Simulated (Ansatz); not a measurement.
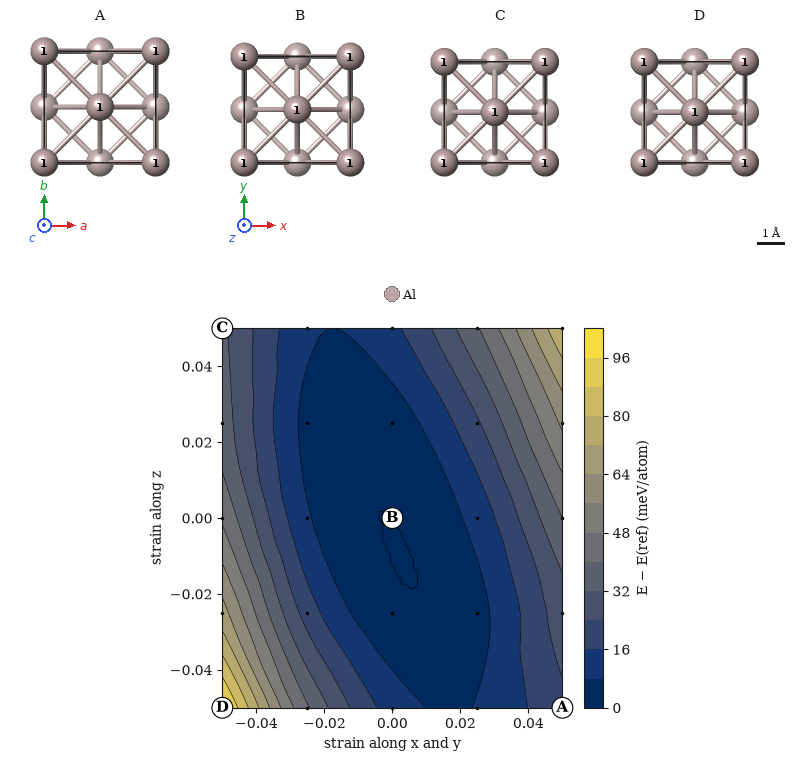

Energy scan for a crystal of Al (Fm-3m), in which the cell is strained equally along x and y and separately along z, with the atoms kept at their fractional coordinates. x, y and z are the Cartesian axes of the input. The map is interpolated between the computed points (dots). The lettered frames are marked on it. A ball-and-stick model of the conventional cell (4 times the calculation's cell), seen along the c axis. Lengths and directions refer to the drawn axes.

Method: DFT PBE, scalar-relativistic, plane waves, PAW in Ansatz. Settings: plane-wave cutoff 420 eV; k-point mesh 20 × 20 × 20; occupations gaussian; smearing width 0.15 eV; no spin polarisation. Energies (free energies at the smearing named) are counted from the cell as listed in its source, which wasn't relaxed.

> Describe the energy landscape.

In pairs of (strain along x and y; strain along z): the lowest computed point lies at (0.000, 0.000) (0.0 meV/atom), the highest at (−0.050, −0.050) (99.1 meV/atom). The valley is tilted: raising the in-plane strain is made harder by raising the strain along z (cross term 0.65 of the geometric mean of the two curvatures). Over the ranges scanned the energy rises more along the first axis, the in-plane strain. The pressure runs from −8.1 GPa at (0.050, 0.050) to 16.1 GPa at (−0.050, −0.050). The frames lie at A (0.050, −0.050): 21.9 meV/atom, B (0.000, 0.000): 0.0 meV/atom, C (−0.050, 0.050): 33.4 meV/atom, D (−0.050, −0.050): 99.1 meV/atom.
